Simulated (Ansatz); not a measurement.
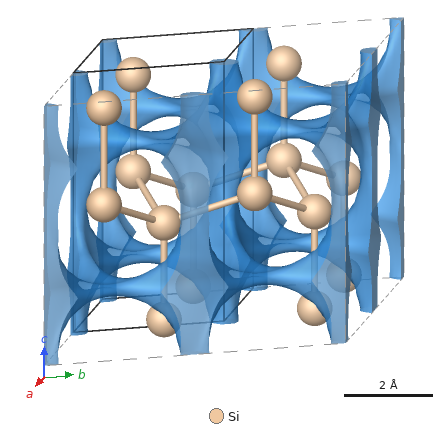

The blue surface encloses the points that the centre of a probe sphere of radius 0.70 Å can occupy in Si in space group P6_3/mmc, computed on a grid of about 0.15 Å (2×2×1 cells shown, view slightly off an axis; pale faces close the region where the box cuts it).

Hard-sphere model; touching radii (half the shortest distance): Si 1.12 Å.

The cell is taken from the geometry relaxed (final pressure about 15 GPa) with Ansatz, DFT LDA, scalar-relativistic, plane waves, PAW.

```
Si
1.0
     3.64719    0.00000    0.00000
    -1.82359    3.15856    0.00000
     0.00000    0.00000    6.05530
Si
4
Cartesian
  0.0000 2.1057 0.3856
  1.8236 1.0529 3.4133
  0.0000 2.1057 2.6420
  1.8236 1.0529 5.6697
```

> Do these regions connect?

Where they connect, they form a three-dimensional network.

> What share of the cell can the probe's centre reach?

About 11 % of the volume (7.5 Å³ of 69.8 Å³).

> Give the largest included and the largest free sphere.

The largest sphere that fits anywhere has a diameter of 2.54 Å; the largest that can travel through the crystal, about 2.0 Å.

> How does the connectivity change as the probe shrinks?

Below a radius of about 0.98 Å the space forms one-dimensional channels along [001]. Below a radius of about 0.84 Å the space forms a three-dimensional network. These are grid estimates, good to about 0.05 Å.
